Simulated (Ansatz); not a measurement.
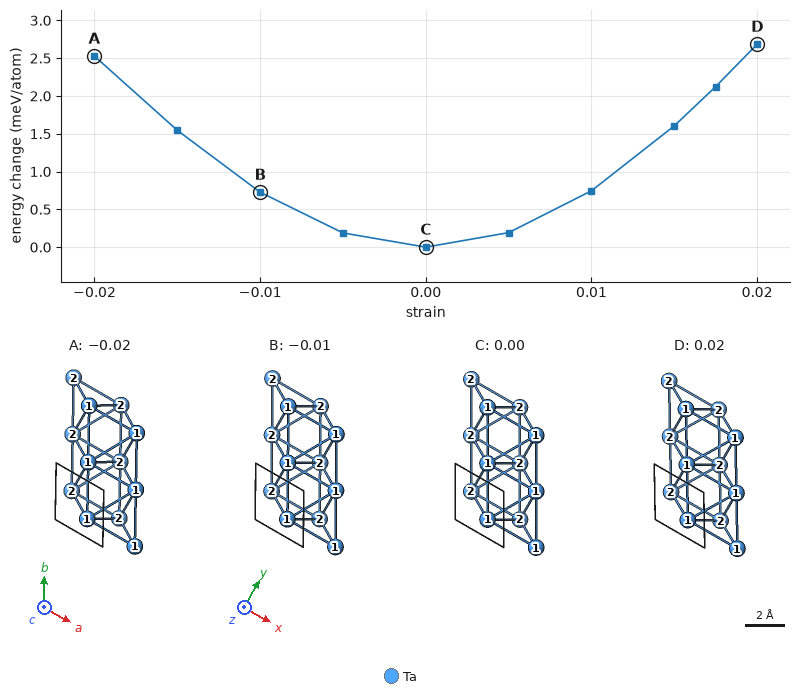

A scan of a crystal of Ta (P6_3/mmc): the cell is strained along x and oppositely along y, with the atoms kept at their fractional coordinates. x, y and z are the Cartesian axes of the input. The lettered frames are marked on the plot. A ball-and-stick model of the cell of the calculation, repeated 2 × 3 × 1 with one cell outlined, seen along the c axis.

These are results of DFT PBEsol, scalar-relativistic, plane waves, PAW in Ansatz, not measurements. Set-up: plane-wave cutoff 420 eV; k-point mesh 18 × 18 × 10; occupations gaussian; smearing width 0.15 eV; no spin polarisation. Energies (free energies at the smearing named) are counted from the cell as listed in its source, which wasn't relaxed.

Describe the profile.

Answer. The lowest computed point lies at the strain 0.00 (0.00 meV/atom). The end points stand at 2.53 meV/atom (−0.02) and 2.68 meV/atom (0.02). The unrelaxed reference is under a pressure of −7.1 GPa. The distortion takes the space group from P6_3/mmc to Cmcm. At the strain −0.02 the cell of the drawing goes a 2.900 → 2.842 Å, b 2.900 → 2.930 Å, γ 120.0° → 119.0°.
